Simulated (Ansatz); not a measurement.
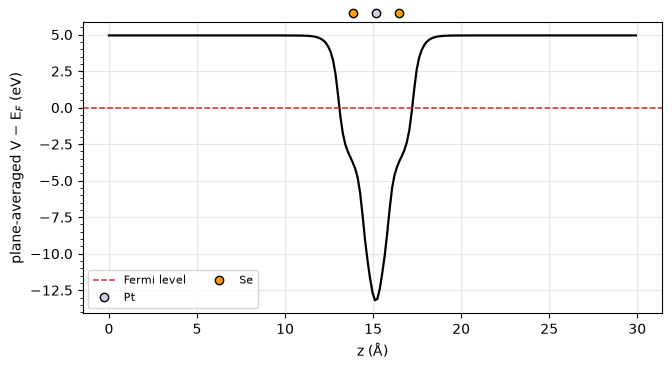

PtSe$_{2}$ (slab). Plane average of the electrostatic potential (local pseudopotential plus Hartree) felt by an electron across the slab. Circles mark the heights of the atoms.

Started from the 1T monolayer prototype, which need not be the ambient phase; changed on purpose from its base cell (shear xy strain +1.0%).

All numbers below come from DFT, PBE, plane waves, PAW (Ansatz 0.2.0).

Core electrons are frozen (PAW), and the valence fields are smoothed inside the atomic spheres.

```xyz
3
Lattice="3.7028 0.0185 0.0000 -1.8354 3.1974 0.0000 0.0000 0.0000 30.0621" Properties=species:S:1:pos:R:3 pbc="T T T"
Pt    0.0000    0.0000    9.0000
Se    0.0174    2.1378   10.3185
Se    1.8500    1.0782    7.6815
```

**How far above the Fermi level of the calculation is the vacuum level?**

4.9 eV. The slab has a gap, so the Fermi level lies inside it and this isn't a work function in the metallic sense.

**How thick is the slab, and how wide the vacuum?**

The outermost nuclei are 2.6 Å apart, in 3 atomic planes; the vacuum between periodic images is 27.4 Å wide.
